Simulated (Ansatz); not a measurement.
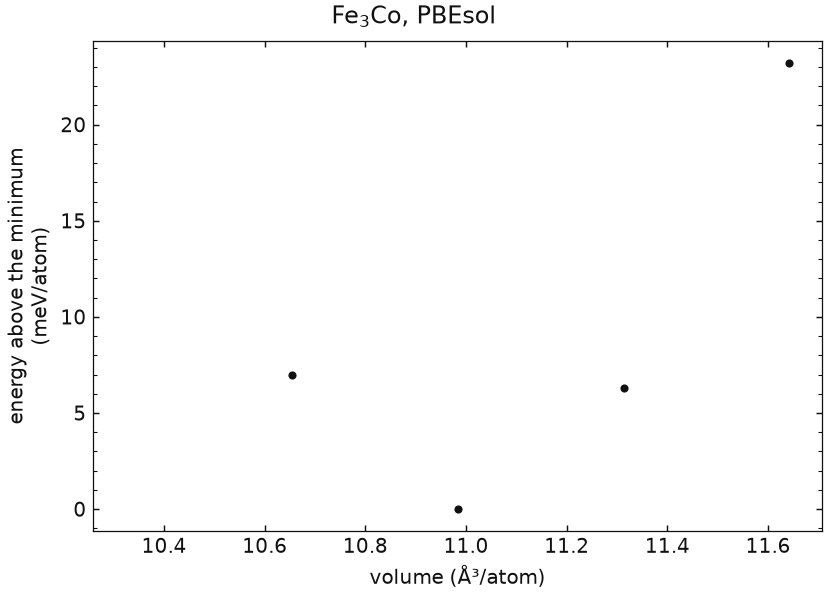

The plot gives the computed energy above the minimum against volume for Fe₃Co, space group P4/mmm (No. 123).

The given structure:
```cif
data_structure
_symmetry_space_group_name_H-M 'P 1'
_symmetry_Int_Tables_number 1
_cell_length_a 3.9674
_cell_length_b 3.9674
_cell_length_c 2.7911
_cell_angle_alpha 90.000
_cell_angle_beta 90.000
_cell_angle_gamma 90.000
_cell_volume 43.93
loop_
_atom_site_label
_atom_site_type_symbol
_atom_site_fract_x
_atom_site_fract_y
_atom_site_fract_z
_atom_site_occupancy
Fe1 Fe 0.50000 0.50000 0.00000 1
Fe2 Fe 0.50000 0.00000 0.50000 1
Fe3 Fe 0.00000 0.50000 0.50000 1
Co1 Co 0.00000 0.00000 0.00000 1
```

Calculation (Ansatz 0.2.0): third-order Birch-Murnaghan fit to density functional energies at scaled volumes of the given relaxed cell, shape and atoms relaxed at each volume; energies count from the fitted minimum; plane waves with PAW datasets, Γ-centred k mesh. Level: PBEsol, collinear spin. The state reached is ferromagnetic.

- wave cutoff: 420 eV
- k mesh: 10×10×16
- occupations: Gaussian
- smearing width: 0.1 eV

The point at volume 10.324 Å³/atom is left out of the plot. What does the calculation give there?

```json
{"volume (Å³/atom)": "10.324", "energy above the minimum (meV/atom)": "30.2"}
```

Note: bands unlocked at the loops exit; forces off the residual converged image; levels loosely converged.
